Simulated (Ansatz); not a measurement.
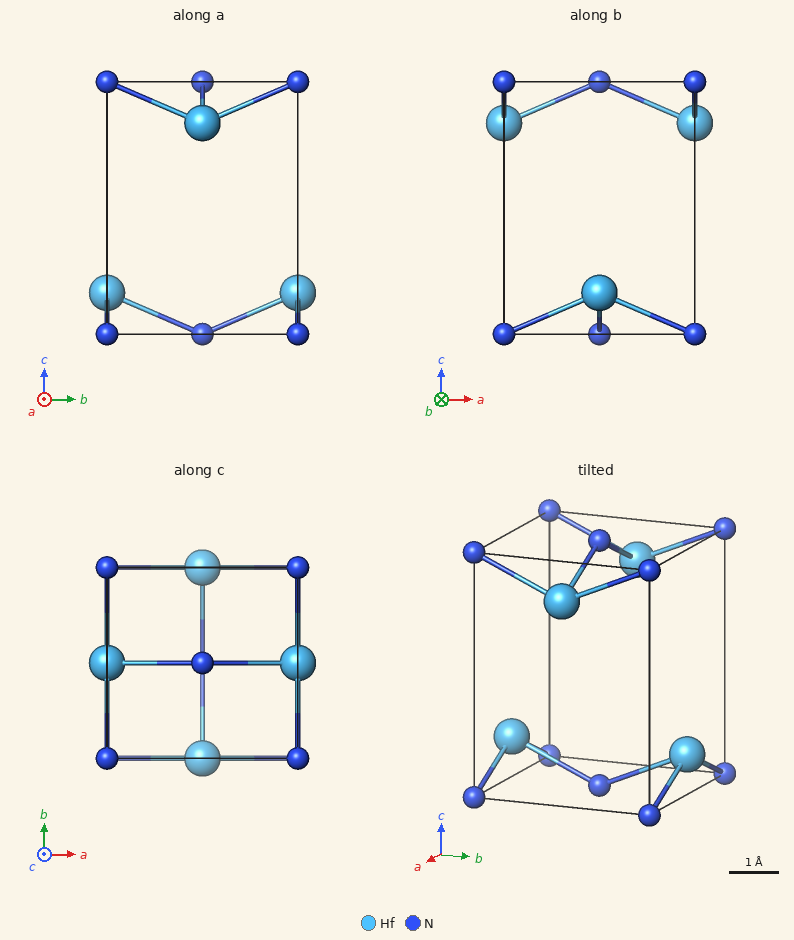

We look at a ball-and-stick model of the crystal along the a axis, along the b axis, along the c axis and slightly off an axis. The parallelepiped is the conventional unit cell.

Lattice parameters: a = 3.9076 Å, b = 3.9076 Å, c = 5.1632 Å, α = 90.000°, β = 90.000°, γ = 90.000°.

Question: Reconstruct the structure as a CIF in P1 with every atom of the cell, with free fractional coordinates to two decimals.

Answer:
```cif
data_structure
_symmetry_space_group_name_H-M 'P 1'
_symmetry_Int_Tables_number 1
_cell_length_a 3.9076
_cell_length_b 3.9076
_cell_length_c 5.1632
_cell_angle_alpha 90.000
_cell_angle_beta 90.000
_cell_angle_gamma 90.000
_cell_volume 78.84
loop_
_atom_site_label
_atom_site_type_symbol
_atom_site_fract_x
_atom_site_fract_y
_atom_site_fract_z
_atom_site_occupancy
Hf1 Hf 0.50 0.00 0.16 1
Hf2 Hf 0.00 0.50 0.84 1
N1 N 0.00 0.00 0.00 1
N2 N 0.50 0.50 0.00 1
```

Source of the structure: a structure type filled with these elements by a generator (whether the compound takes this form wasn't checked). It was relaxed at fixed volume with Ansatz, DFT PBE, scalar-relativistic, plane waves, PAW.

At this level of theory the run's own cell isn't at rest (stretched, at -5 GPa), so its distances can differ from those at equilibrium, the more so the softer the solid.
